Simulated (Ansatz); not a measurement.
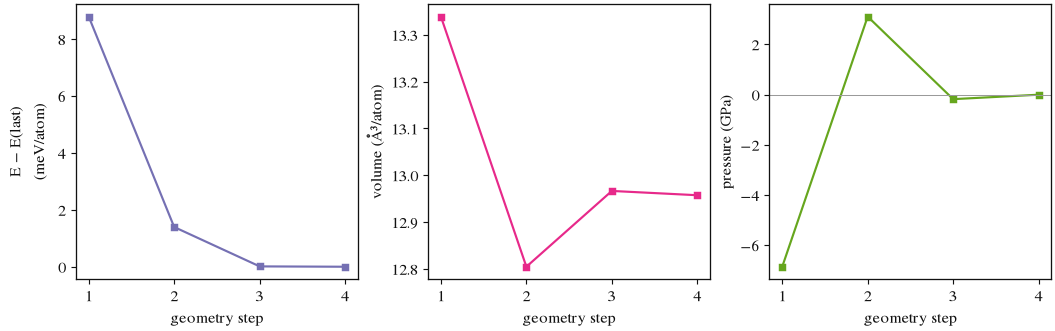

History of a geometry optimisation. The run: CoPt (P4/mmm, 2 atoms in the cell), by Ansatz 0.2.0, DFT, PBEsol, PAW with Ansatz's default frozen-core files, scalar-relativistic; cutoff 420 eV, 12×12×9 k-mesh, Fermi–Dirac smearing of 0.05 eV, collinear spins. Atoms and cell relax. A closing SCF on a freshly chosen basis isn't drawn.

The optimisation met its thresholds at geometry 4, counting the start as the first. The energy fell by about 8.8 meV/atom from the first step to the last. All forces vanish by symmetry, so only the cell moves. The volume shrinks from 13.34 to 12.96 Å³ per atom (−2.9 %), overshooting to 12.80 at step 2, as the pressure goes from −6.9 GPa to about 0 GPa.
